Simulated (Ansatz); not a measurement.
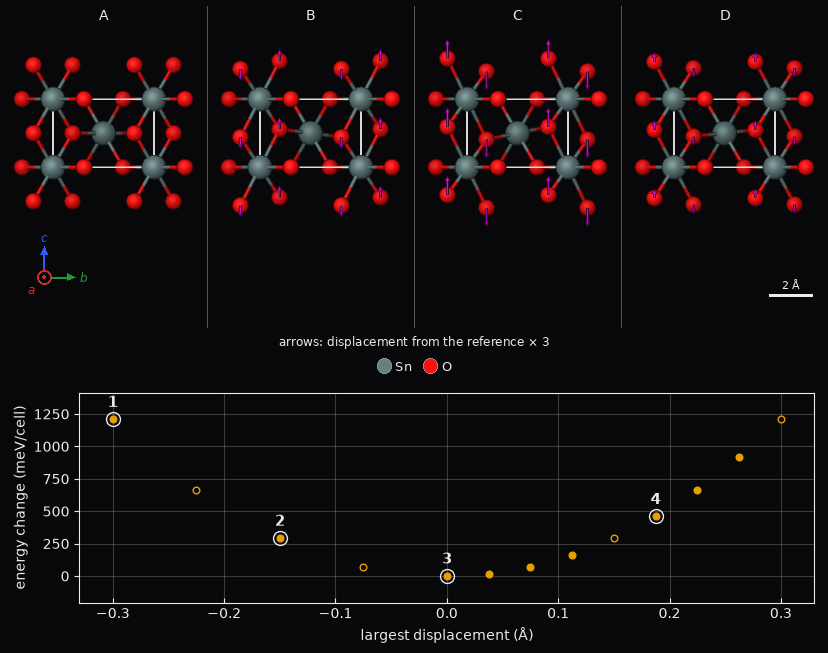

A scan of a crystal of SnO2 (Pnnm): a normal mode at the zone centre (one arbitrary combination within a set of 2 degenerate modes) is frozen in with the cell fixed, the amplitude being the largest displacement of an atom. The frames are shuffled; the numbered points of the plot belong to them. Hollow markers are points alike by symmetry, not computed again. The picture is a ball-and-stick view of the cell of the calculation, seen along the a axis. Purple arrows: displacements from the reference.

These are results of DFT LDA, scalar-relativistic, plane waves, PAW in Ansatz, not measurements. Set-up: plane-wave cutoff 420 eV; k-point mesh 6 × 6 × 8; occupations gaussian; smearing width 0.05 eV; no spin polarisation. Energies (free energies at the smearing named) are counted from the relaxed crystal.

### Match the frames to the points.

Point 1 is frame C (the amplitude −0.30 Å, 1208 meV/cell); 2 is frame D (the amplitude −0.15 Å, 292 meV/cell); 3 is frame A (the amplitude 0.00 Å, 0 meV/cell); 4 is frame B (the amplitude 0.1875 Å, 459 meV/cell). The harmonic wavenumber of the mode is 467 cm⁻¹, a stable vibration. The lowest computed point lies at the amplitude 0.00 Å (0 meV/cell). The end points stand at 1208 meV/cell (−0.30 Å) and 1208 meV/cell (0.30 Å). The well is symmetric. At the highest point the shortest interatomic distance is 1.83 Å, against 2.04 Å in the reference.
